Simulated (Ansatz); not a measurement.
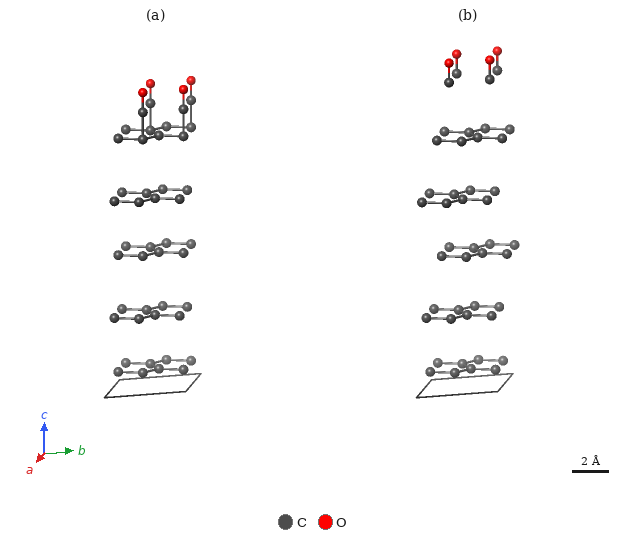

The structure of a slab of composition C11O (cut from the Fmmm phase) before (left) and after (right) a constrained relaxation, at one scale.

The picture is a ball-and-stick view of the 2 × 2 repeat of the cell, outlined in the plane, without the vacuum, seen slightly off an axis.

Case: CO put at a top C site. The slab is the (0 0 1) face of C with CO on it. 4 atoms are held fixed.

Level of theory: DFT PBE+D3(BJ), scalar-relativistic, plane waves, PAW in Ansatz 0.2.0.

Input file:
```yaml
crystal:
  lattice:
    - [2.4655379961, 0.0, 0.0]
    - [-1.2327689981, 2.1341461166, 0.0]
    - [0.0, 0.0, 33.7479673684]
  atoms:
    - { symbol: C, position: [0.0833101797, 0.1666203594, 0.2518670208] }
    - { symbol: C, position: [0.4166898203, 0.8333796406, 0.2518670208] }
    - { symbol: C, position: [0.5833101797, 0.1666203594, 0.3525999904] }
    - { symbol: C, position: [0.9166898203, 0.8333796406, 0.3525999904] }
    - { symbol: C, position: [0.0833101797, 0.1666203594, 0.4533305226] }
    - { symbol: C, position: [0.4166898203, 0.8333796406, 0.4533305226] }
    - { symbol: C, position: [0.5833101797, 0.1666203594, 0.5540634922] }
    - { symbol: C, position: [0.9166898203, 0.8333796406, 0.5540634922] }
    - { symbol: C, position: [0.0833101797, 0.1666203594, 0.6547940244] }
    - { symbol: C, position: [0.4166898203, 0.8333796406, 0.6547940244] }
    - { symbol: C, position: [0.4166898203, 0.8333796406, 0.7016116589] }
    - { symbol: O, position: [0.4166898203, 0.8333796406, 0.7356877852] }
basis:
  ecutwfc: 420
kpoints:
  mp_grid: { grid: [12, 12, 1] }
hamiltonian:
  xc: pbe
  dispersion: d3bj
scf:
  occupations: { method: gaussian, width: 0.1 }
output:
  forces: true
  eigenvalues: true
  write_density: true
  write_potential: true
  elf: true
  volumetric_format: npy
relax:
  adjacent_minimum: "off"
  f_tol: 0.03
  max_steps: 70
  constraints: [{ sites: [0, 1, 2, 3] }]
efield:
  axis: 3
  dipole_correction: true
  ramp_width: 0.04
```

Command:
```bash
ansatz run input.yaml --threads 1 --pin off --max-ram 2560MiB --backend cpu --events-out ev --progress --plain --runs-dir out
```

Describe what moved and what it gained.

The largest moves, 1.75 Å, are those of C11 and O12. C11 goes at 11° to the normal (+c side). By element the largest moves are C 1.75 Å, O 1.74 Å. The cell doesn't change. Among the contacts that change: C10–C11 1.580 → 3.482 Å, C9–C11 2.126 → 3.895 Å, C9–C11 (another image) 2.126 → 3.478 Å, C11–O12 1.150 → 1.134 Å. Bonds break: C10–C11 (1.58 → 3.48 Å). Over 19 accepted moves (21 points after the start) the energy falls by 2.772 eV per cell of the calculation. Largest force component: 5.1 eV/Å at the start, 0.0079 eV/Å at the end. The line search rejected the trial steps at points 14, 19 of the run. The forces were under the threshold at step 17, but the run went on from there. The run took 3.7 min on 1 thread of AMD EPYC 9R45 96-Core Processor (Zen 5) (shared host), peak memory 0.58 GiB.

Limits of the set-up: the periodic images lie only 2.5 Å apart, so the values are limited by the cell's size.
